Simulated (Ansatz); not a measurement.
**CuO: single-point calculation**

The run: single-point calculation of CuO (4 atoms in the cell). Method and program: DFT PBE+U, scalar-relativistic, plane waves, PAW, Ueff = 4 eV on Cu d, spin-polarised (Ansatz 0.2.0).

The structure derives from an entry of the Crystallography Open Database. Figures and captions count atoms from 1; the log counts them from 0 in places.

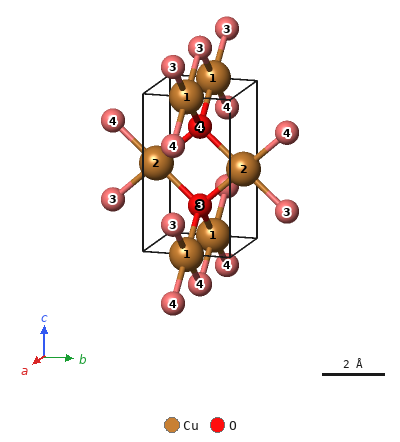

**Figure 1.** The structure (ball-and-stick view of the cell of the calculation, seen slightly off an axis; neighbours outside the cell are drawn fainter; atoms are numbered from 1 in the order of the input).

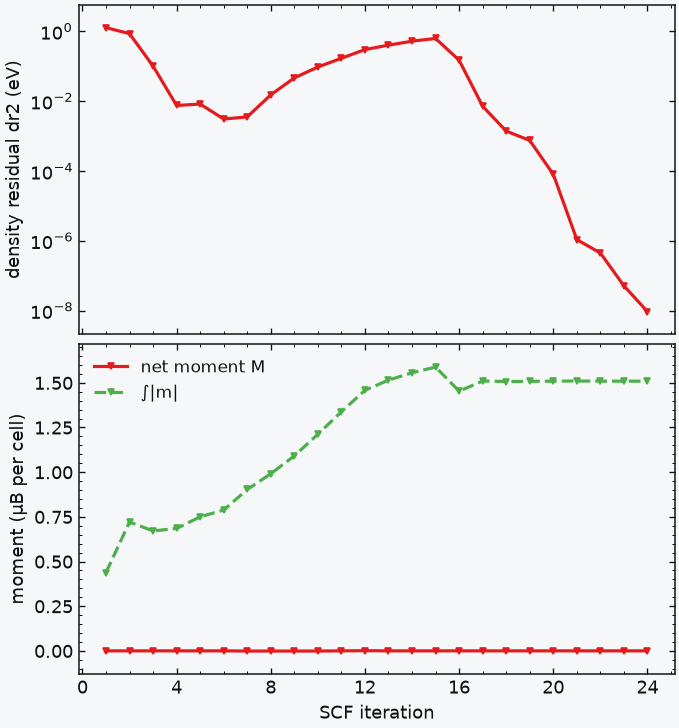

**Figure 2.** Convergence of the self-consistent field: density residual dr2 and magnetic moment against the SCF iteration. The residual falls unevenly and jumps up by a factor of two or more 3 times on the way down. The net moment stays at 0.0 μB per cell.

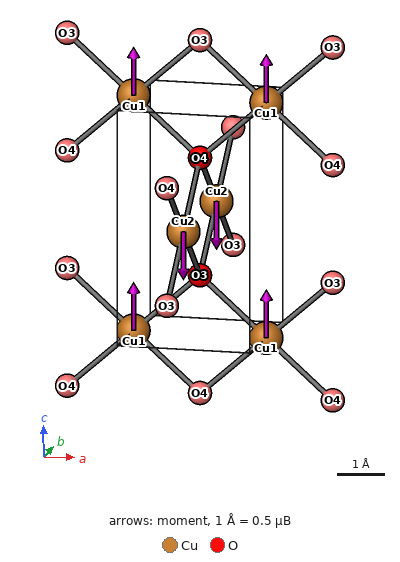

**Figure 3.** Magnetic moments of the sites as pink arrows (ball-and-stick view of the cell of the calculation, seen slightly off an axis; neighbours outside the cell are drawn fainter; atoms are numbered from 1 in the order of the input); small moments hardly show. The run is collinear, so the axis drawn is arbitrary. Site moments: Cu2 (−0.54 μB); Cu1 (0.54 μB). They are counted near the atoms and needn't add up to the moment of the cell.

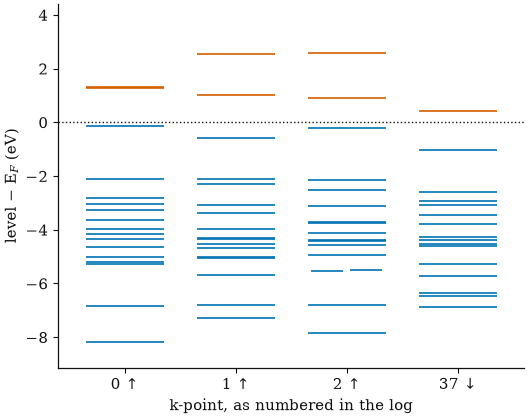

**Figure 4.** Kohn–Sham levels near the Fermi level (dotted) at the few k-points that the log prints; levels within 0.02 eV of each other stand side by side. Among these points the highest filled and lowest empty levels are 0.55 eV apart; the gap on the full mesh, 0.28 eV, has an edge at a point that isn't printed.

The input and output of the run follow.

Input file:
```yaml
crystal:
  lattice:
    - [2.0872091905, -2.0760605443, 0.1652846383]
    - [2.0872091905, 2.0760605443, 0.1652846383]
    - [-0.4124906359, 0.0, 5.2015957572]
  atoms:
    - { symbol: Cu, position: [0.0, 0.5, 0.0], spin: 1.0 }
    - { symbol: Cu, position: [0.5, 0.0, 0.5], spin: -1.0 }
    - { symbol: O, position: [0.5000352668, 0.4999647332, 0.25] }
    - { symbol: O, position: [0.4999647332, 0.5000352668, 0.75] }
basis:
  ecutwfc: 420
  ecutrho_ratio: 4
kpoints:
  mp_grid: { grid: [5, 5, 3] }
hamiltonian:
  xc: pbe
  hubbard: { sites: [{ species: Cu, l: d, u_eff: 4.0 }] }
scf:
  occupations: { method: gaussian, width: 0.05 }
output:
  forces: true
  stress: true
  eigenvalues: true
  populations: true
  hubbard: { sites: [{ species: Cu, l: d }] }
magnetization:
  spin_polarized: true
```

Launch command:
```bash
ansatz run input.yaml --threads 4 --pin off --max-ram 10240MiB --backend cpu --events-out ev --progress --plain --runs-dir out
```

Log:
```
Cu: projections on atomic orbitals take those of the free atom [Ne] 3s2 3p6 3d10 4s1, of charge +0.00 (hamiltonian.pseudopotentials.projection_atoms); the dataset's partial waves leave at most 2.0e-6 of an orbital's norm unspanned inside its sphere
O: projections on atomic orbitals take those of the free atom [He] 2s2 2p4, of charge +0.00 (hamiltonian.pseudopotentials.projection_atoms); the dataset's partial waves leave at most 1.9e-8 of an orbital's norm unspanned inside its sphere
Engine: ansatz 0.2.0, aarch64-unknown-linux-gnu
Pseudopotentials: kind: paw
Pseudopotential: Cu, paw, valence charge 19, recommended cutoff 420 eV (normal), Cu.paw.azcp
Pseudopotential: O, paw, valence charge 6, recommended cutoff 420 eV (normal), O.paw.azcp
Functional definition: PBE
  parameter kappa = 0.804
  parameter beta = 0.06672455060314922
  exchange = pbe_x(kappa = kappa, mu = beta*pi^2/3)
  correlation = pbe_c(beta = beta)
Crystal: 4 atoms, lattice volume = 45.362 Å³
Basis set: ecut = 420 eV, 845 PW (Γ), exchange–correlation on 40×40×72 points (8 copies of the dense FFT grid, shifted against one another)
Bands: 32, of which v1, the nominal top of the filled ones, is band 25 counted from 1 (24 counted from 0)
Symmetry: 2 space group operations
Space group: P-1 (ITA 2), of the structure as read, at distance tolerance 3.6e-5 Å
Magnetic group: BNS 15.89 (UNI 96), of the structure as read, at distance tolerance 3.6e-5 Å
k-points: 38 of 75
Non-local potential: Cu, projectors of the file, l = 0: 3, l = 1: 2, l = 2: 3, l = 3: 1
Non-local potential: O, projectors of the file, l = 0: 2, l = 1: 2, l = 2: 1
PAW form: soft (Blöchl's): semilocal exchange-correlation on the pseudo side does not see the compensation charge
PAW one-centre angular grid: Cu, 590 points (default); XC on 64 Gauss nodes
PAW one-centre angular grid: O, 110 points (default); XC on 64 Gauss nodes
Initial density: superposition of atomic densities (chi_scale 0.1, normalization cell, long waves kept (reshape's long-wave potential 0.00 eV rms))
Starting moments: Σ|m| = 2 μB on 2 of 4 sites
Starting magnetic order: altermagnet, d-wave, bulk spin-momentum locking; spin-degenerate plane through Γ normal to [1 -1 0] of the run's lattice
Initial wavefunctions: pseudopotential atomic-orbital guess
Functional: x = pbe(κ = 0.804, μ = 0.2195149727645171), c = pbe(β = 0.06672455060314922)
iter 1 solved again at ethr=2.55e-3 eV; its pass at ethr=3.10e-3 eV (dr2=1.28e0 eV) is discarded
SCF iter   1: F=—  HF=-14380.125884 eV  |F-HF|=—  |Δ(HF+E_count)|=         —  Δρ=8.99e-2 (↑8.99e-2 ↓8.99e-2)  dr2=1.29e0  dr2_m=2.88e0  M=-0.000 μB ∫|m|=0.438 μB  β_m=0.30  ethr=2.55e-3  ⟨swp⟩=1.3  Hψ=11752  notcnv=0
preconditioner: auto → none  [insulator: Δε(μ)=0.137 eV  Ē_g=13.750 eV  σ=0.050 eV  W_gap=0.65  n_scr=16 (ndim 8)  ℏωp=32.1 eV  f_vac=0.013  D(μ)=2.81/eV (n_scr^D=36)  ε∞_Penn≈6.5]
SCF iter   2: F=—  HF=-14380.407561 eV  |F-HF|=—  |Δ(HF+E_count)|=   2.82e-1  Δρ=5.49e-2 (↑5.49e-2 ↓5.49e-2)  dr2=8.66e-1  dr2_m=8.60e-1  M=-0.000 μB ∫|m|=0.721 μB  β_m=0.30  ethr=2.55e-3  ⟨swp⟩=2.5  Hψ=3934  notcnv=0
SCF iter   3: F=—  HF=-14380.519230 eV  |F-HF|=—  |Δ(HF+E_count)|=   1.12e-1  Δρ=3.79e-2 (↑3.79e-2 ↓3.79e-2)  dr2=1.02e-1  dr2_m=5.08e-1  M=0.000 μB ∫|m|=0.671 μB  β_m=0.30  ethr=1.73e-3  ⟨swp⟩=2.9  Hψ=4200  notcnv=0  defer=156
SCF iter   4: F=—  HF=-14380.723692 eV  |F-HF|=—  |Δ(HF+E_count)|=   2.04e-1  Δρ=2.43e-2 (↑2.43e-2 ↓2.43e-2)  dr2=7.58e-3  dr2_m=2.43e-1  M=0.000 μB ∫|m|=0.685 μB  β_m=0.30  ethr=2.04e-4  ⟨swp⟩=2.4  Hψ=3890  notcnv=0  defer=156
SCF iter   5: F=—  HF=-14380.771259 eV  |F-HF|=—  |Δ(HF+E_count)|=   4.76e-2  Δρ=1.48e-2 (↑1.48e-2 ↓1.48e-2)  dr2=8.33e-3  dr2_m=8.84e-2  M=-0.000 μB ∫|m|=0.750 μB  β_m=0.30  ethr=1.52e-5  ⟨swp⟩=2.0  Hψ=3338  notcnv=0  defer=156
SCF iter   6: F=—  HF=-14380.801413 eV  |F-HF|=—  |Δ(HF+E_count)|=   3.02e-2  Δρ=9.42e-3 (↑9.42e-3 ↓9.34e-3)  dr2=3.10e-3  dr2_m=3.57e-2  M=0.000 μB ∫|m|=0.788 μB  β_m=1.00  ethr=1.52e-5  ⟨swp⟩=2.0  Hψ=3848  notcnv=0  defer=156
SCF iter   7: F=—  HF=-14380.820587 eV  |F-HF|=—  |Δ(HF+E_count)|=   1.92e-2  Δρ=5.36e-3 (↑5.36e-3 ↓5.01e-3)  dr2=3.57e-3  dr2_m=1.01e-2  M=-0.001 μB ∫|m|=0.903 μB  β_m=1.00  ethr=6.21e-6  ⟨swp⟩=2.0  Hψ=4577  notcnv=0  defer=156
SCF iter   8: F=—  HF=-14380.843202 eV  |F-HF|=—  |Δ(HF+E_count)|=   2.26e-2  Δρ=5.32e-3 (↑5.32e-3 ↓5.32e-3)  dr2=1.53e-2  dr2_m=7.34e-3  M=-0.001 μB ∫|m|=0.991 μB  β_m=1.00  ethr=6.21e-6  ⟨swp⟩=2.0  Hψ=2472  notcnv=0  defer=156
SCF iter   9: F=—  HF=-14380.864756 eV  |F-HF|=—  |Δ(HF+E_count)|=   2.16e-2  Δρ=7.52e-3 (↑7.52e-3 ↓7.52e-3)  dr2=4.68e-2  dr2_m=1.01e-2  M=-0.001 μB ∫|m|=1.091 μB  β_m=1.00  ethr=6.21e-6  ⟨swp⟩=1.0  Hψ=2298  notcnv=0  defer=156
SCF iter  10: F=—  HF=-14380.888019 eV  |F-HF|=—  |Δ(HF+E_count)|=   2.33e-2  Δρ=1.02e-2 (↑9.94e-3 ↓1.02e-2)  dr2=9.59e-2  dr2_m=1.42e-2  M=-0.001 μB ∫|m|=1.212 μB  β_m=1.00  ethr=6.21e-6  ⟨swp⟩=1.0  Hψ=2480  notcnv=0  defer=156
SCF iter  11: F=—  HF=-14380.915630 eV  |F-HF|=—  |Δ(HF+E_count)|=   2.76e-2  Δρ=1.26e-2 (↑1.23e-2 ↓1.26e-2)  dr2=1.71e-1  dr2_m=1.52e-2  M=0.000 μB ∫|m|=1.338 μB  β_m=1.00  ethr=6.21e-6  ⟨swp⟩=1.7  Hψ=3081  notcnv=0  defer=156
SCF iter  12: F=—  HF=-14380.956192 eV  |F-HF|=—  |Δ(HF+E_count)|=   4.06e-2  Δρ=1.57e-2 (↑1.55e-2 ↓1.57e-2)  dr2=3.03e-1  dr2_m=1.48e-2  M=0.001 μB ∫|m|=1.458 μB  β_m=1.00  ethr=6.21e-6  ⟨swp⟩=2.5  Hψ=3491  notcnv=0  defer=156
SCF iter  13: F=—  HF=-14380.995631 eV  |F-HF|=—  |Δ(HF+E_count)|=   3.94e-2  Δρ=1.71e-2 (↑1.70e-2 ↓1.71e-2)  dr2=4.06e-1  dr2_m=4.97e-3  M=0.000 μB ∫|m|=1.515 μB  β_m=1.00  ethr=6.21e-6  ⟨swp⟩=2.0  Hψ=2620  notcnv=0  defer=156
SCF iter  14: F=—  HF=-14381.036167 eV  |F-HF|=—  |Δ(HF+E_count)|=   4.05e-2  Δρ=1.93e-2 (↑1.92e-2 ↓1.93e-2)  dr2=5.27e-1  dr2_m=3.34e-3  M=0.000 μB ∫|m|=1.556 μB  β_m=1.00  ethr=6.21e-6  ⟨swp⟩=1.9  Hψ=2662  notcnv=0  defer=154
SCF iter  15: F=—  HF=-14381.067541 eV  |F-HF|=—  |Δ(HF+E_count)|=   3.14e-2  Δρ=2.11e-2 (↑2.09e-2 ↓2.11e-2)  dr2=6.32e-1  dr2_m=2.28e-3  M=0.000 μB ∫|m|=1.588 μB  β_m=0.30  ethr=6.21e-6  ⟨swp⟩=1.4  Hψ=2376  notcnv=0  defer=154
Mixer restart at iter 15: flushing history
spin-set hold released at iteration 15 (site moments contracting): the magnetisation degrees of freedom join the quasi-Newton model from the next iteration; the mixer history was flushed
SCF iter  16: F=—  HF=-14380.994713 eV  |F-HF|=—  |Δ(HF+E_count)|=   7.28e-2  Δρ=1.48e-2 (↑1.42e-2 ↓1.48e-2)  dr2=1.50e-1  dr2_m=3.18e-2  M=-0.000 μB ∫|m|=1.453 μB  β_m=0.25  ethr=6.21e-6  ⟨swp⟩=3.8  Hψ=6374  notcnv=0  defer=154
SCF iter  17: F=—  HF=-14380.960430 eV  |F-HF|=—  |Δ(HF+E_count)|=   3.43e-2  Δρ=4.46e-3 (↑4.46e-3 ↓4.35e-3)  dr2=7.18e-3  dr2_m=4.13e-3  M=0.000 μB ∫|m|=1.510 μB  β_m=0.47  ethr=6.21e-6  ⟨swp⟩=2.2  Hψ=5302  notcnv=0  defer=174
SCF iter  18: F=—  HF=-14380.962240 eV  |F-HF|=—  |Δ(HF+E_count)|=   1.81e-3  Δρ=1.96e-3 (↑1.04e-3 ↓1.96e-3)  dr2=1.40e-3  dr2_m=4.85e-4  M=-0.000 μB ∫|m|=1.507 μB  β_m=0.42  ethr=6.21e-6  ⟨swp⟩=2.0  Hψ=4575  notcnv=0  defer=174
SCF iter  19: F=—  HF=-14380.962149 eV  |F-HF|=—  |Δ(HF+E_count)|=   9.18e-5  Δρ=1.23e-3 (↑1.23e-3 ↓3.38e-4)  dr2=7.56e-4  dr2_m=1.34e-4  M=0.000 μB ∫|m|=1.508 μB  β_m=0.34  ethr=2.79e-6  ⟨swp⟩=2.0  Hψ=4005  notcnv=0  defer=174
SCF iter  20: F=—  HF=-14380.962051 eV  |F-HF|=—  |Δ(HF+E_count)|=   9.79e-5  Δρ=5.67e-4 (↑3.17e-4 ↓5.67e-4)  dr2=8.06e-5  dr2_m=6.77e-5  M=-0.000 μB ∫|m|=1.509 μB  β_m=0.48  ethr=1.51e-6  ⟨swp⟩=2.0  Hψ=2929  notcnv=0  defer=174
SCF iter  21: F=—  HF=-14380.962087 eV  |F-HF|=—  |Δ(HF+E_count)|=   3.62e-5  Δρ=7.52e-5 (↑7.52e-5 ↓6.13e-5)  dr2=1.09e-6  dr2_m=1.65e-6  M=0.000 μB ∫|m|=1.510 μB  β_m=0.51  ethr=1.61e-7  ⟨swp⟩=2.0  Hψ=3277  notcnv=0  defer=174
SCF iter  22: F=—  HF=-14380.962088 eV  |F-HF|=—  |Δ(HF+E_count)|=   1.09e-6  Δρ=3.78e-5 (↑2.76e-5 ↓3.78e-5)  dr2=4.50e-7  dr2_m=2.54e-7  M=-0.000 μB ∫|m|=1.509 μB  β_m=0.75  ethr=2.19e-9  ⟨swp⟩=2.0  Hψ=3969  notcnv=0  defer=174
iter 23 did not close the SCF: its close was put off for a magnetic moment that had not settled (scf_convergence_deferred on its scf_iter line)
SCF iter  23: F=-14380.962088 eV  HF=-14380.962088 eV  |F-HF|=4.63e-8  |Δ(HF+E_count)|=   3.11e-7  Δρ=9.79e-6 (↑9.79e-6 ↓6.59e-6)  dr2=5.17e-8  dr2_m=1.38e-8  M=0.000 μB ∫|m|=1.509 μB  β_m=0.79  ethr=2.00e-10  ⟨swp⟩=7.4  Hψ=10126  notcnv=0
SCF iter  24: F=-14380.962088 eV  HF=-14380.962088 eV  |F-HF|=9.98e-9  |Δ(HF+E_count)|=   4.09e-9  Δρ=4.10e-6 (↑2.07e-6 ↓4.10e-6)  dr2=9.42e-9  dr2_m=1.87e-9  M=-0.000 μB ∫|m|=1.509 μB  ethr=1.03e-10  ⟨swp⟩=2.0  Hψ=7274  notcnv=0
SCF 1 converged in 24 iterations: F = -14380.962088 eV  dr2 = 9.42e-9
  greatest PAW one-centre occupation: 1.000 electrons in one spin orbital (limit 2), on the Cu atom at site 1 (counted from 0), in its partial waves of l = 0
SCF converged after 24 iterations
Magnetization: -0.0000 μB (25.0000 up, 25.0000 down)
Absolute magnetization: 1.4966 μB (∫|ρ↑−ρ↓|, with the PAW one-centre terms)
Spin contamination: 0.8624 ħ² per cell (⟨S²⟩ above its minimum at these occupations)
Per-site moments (μB) at R_I (Å): [(0.5444639057988837, 0.8120193674460412), (-0.5444643884047092, 0.8120193674460413), (-1.1312199272599381e-7, 0.8120193674460412), (-1.1312199270128925e-7, 0.8120193674460412)]
Free energy (F): -14380.962088 eV
Harris-Foulkes:  -14380.962088 eV  (|F-HF|=9.98e-9)
Internal energy: -14380.962088 eV  (E = F + TS)
E sigma→0 (E₀):  -14380.962088 eV
Entropy (-TS):   -0.000001 eV (-0.000 meV/atom)
Fermi energy:    10.266788 eV
--- Per-component energies (eV) ---
  E_band       = -980.055415
  E_kinetic    = 940.549447
  E_local      = -10231.051777  (includes V_loc(G=0)·N_el)
  E_nonlocal   = 875.094168
  E_hartree    = 4424.770275
  E_xc         = -322.862870
  E_vxc        = -414.319601  (∫ρ·V_xc dr)
  E_hubbard    = 1.340491  (on-site DFT+U / exact-exchange correction)
  E_vhub       = -34.838141  (the Hubbard potential's part of the band-sum identity)
  E_paw        = -3636.950231  (= ΣΔE_a)
  E_vpaw       = -965.030825  (= ΣTr[D̂ρ^β])
  E_aug_tail   = 0.005593  (compensation charges beyond the density's cutoff)
  E_ewald      = -6431.857184
  E_smearing   = -0.000001  (= −TS)
  E_closure    = -0.000000  (closes the sum)
  Σ components = -14380.962088   (vs F -14380.962088, Δ=0.00e0)
--- Forces (eV/Å), atoms counted from 1 ---
  atom   1  Cu     0.00000000     0.00000000     0.00000000
  atom   2  Cu     0.00000000     0.00000000     0.00000000
  atom   3  O     -0.00000087     0.00006131     0.00001101
  atom   4  O      0.00000087    -0.00006131    -0.00001101
  max |Σ_I F_I| component: 0.00e0 eV/Å
--- Stress (GPa, compression-positive) ---
       -0.581686      -0.000023      -0.048555
       -0.000023      -0.540458      -0.000002
       -0.048556      -0.000002       0.027083
  P = ⅓ Tr σ = -0.3650 GPa (-3.650 kbar)
--- Band table (eV; the first three rows and the last of 76) ---
  k-point 0 ↑: bands = ["-102.7213", "-101.9863", "-60.3724", "-60.3616", "-59.4888", "-59.4297", "-59.4155", "-59.2428", "-9.0134", "-7.7134", "2.0755", "3.4235", "5.0085", "5.0572", "5.2333", "5.6077", "5.9366", "6.1014", "6.3075", "6.6206", "6.9936", "7.2402", "7.4651", "8.1631", "10.1332", "11.5580", "11.5966", "16.5328", "17.5583", "23.6589", "24.7098", "24.7716"]
  k-point 1 ↑: bands = ["-102.7212", "-101.9862", "-60.3724", "-60.3616", "-59.4888", "-59.4297", "-59.4155", "-59.2428", "-8.7326", "-8.0906", "2.9636", "3.4552", "4.5986", "5.2062", "5.2520", "5.5774", "5.7225", "5.9399", "5.9680", "6.3040", "6.8825", "7.2004", "7.9625", "8.1545", "9.6931", "11.2882", "12.8234", "14.7139", "20.1413", "23.4336", "24.0250", "25.1516"]
  k-point 2 ↑: bands = ["-102.7212", "-101.9861", "-60.3722", "-60.3614", "-59.4920", "-59.4337", "-59.4151", "-59.2426", "-8.8226", "-7.6507", "2.4159", "3.4817", "4.7477", "4.7611", "5.3215", "5.6844", "5.8452", "5.8891", "6.1329", "6.5269", "6.5720", "7.1518", "7.7391", "8.1201", "10.0651", "11.1583", "12.8407", "16.5822", "17.8192", "21.4021", "23.4235", "25.1013"]
  k-point 37 ↓: bands = ["-102.7209", "-101.9858", "-60.3756", "-60.3606", "-59.4967", "-59.4396", "-59.4142", "-59.2455", "-8.1401", "-7.7416", "3.3741", "3.7865", "3.9120", "4.5548", "5.0055", "5.6448", "5.7434", "5.8937", "5.9815", "6.4692", "6.8238", "7.1872", "7.3328", "7.6896", "9.2246", "10.6826", "14.9033", "15.6894", "19.4120", "20.6358", "22.0720", "22.9216"]
Occupation matrices written to [file]
--- Löwdin populations: 4 sites ---
  site symbol       q [e]    m [muB]
     0     Cu     17.9680     0.4869
     1     Cu     17.9680    -0.4869
     2      O      6.9203     0.0000
     3      O      6.9203     0.0000
  spilling = 0.004468 (of n_electrons = 50.000000)
--- Occupation matrices: 2 shells (run DFT+U table (all-electron-ortho-atomic); ε = 1.71e-3) ---
  Cu0 d_3D: site group Ci (-1)
  Cu0 d_3D up     Tr n = 4.9447  λ = 0.976 0.984 0.994 0.995 0.996  [xy 0.86 Ag(1.00) | yz 0.50 Ag(1.00) | 3× x2-y2 0.33 Ag(1.00)]
  Cu0 d_3D dn     Tr n = 4.4351  λ = 0.468 0.973 0.997 0.998 0.999  [yz 0.49 Ag(1.00) | xy 0.85 Ag(1.00) | 3× x2-y2 0.33 Ag(1.00)]
  Cu1 d_3D: site group Ci (-1)
  Cu1 d_3D up     Tr n = 4.4351  λ = 0.468 0.973 0.997 0.998 0.999  [yz 0.49 Ag(1.00) | xy 0.85 Ag(1.00) | 3× x2-y2 0.33 Ag(1.00)]
  Cu1 d_3D dn     Tr n = 4.9447  λ = 0.976 0.984 0.994 0.995 0.996  [xy 0.86 Ag(1.00) | yz 0.50 Ag(1.00) | 3× x2-y2 0.33 Ag(1.00)]
  Tr n, λ and their labels are of the run-group-symmetrised matrices; stabiliser: 4 of 8 elements of G0×{1,Θ} (closed), max defect 1.4e-6 at τ = 3.6e-4
```

Key numbers:

| quantity | value |
| --- | --- |
| outcome | converged |
| space group (tolerance 0.01 Å) | Cccm (66) |
| electrons treated | 50 |
| free energy | −14380.9621 eV |
| Fermi energy | 10.267 eV |
| gap on the k-point mesh | 0.28 eV |
| net moment of the cell | 0.00 μB |
| integrated absolute moment | 1.50 μB |
| pressure | −0.37 GPa |
| largest force (length of the vector) | under 0.001 eV/Å |
| hardware | 4 threads of Arm Neoverse V2, 24 GiB of memory available, shared host |
| wall time | 3.6 s (CPU time 13 s) |
| peak memory | 0.43 GiB |
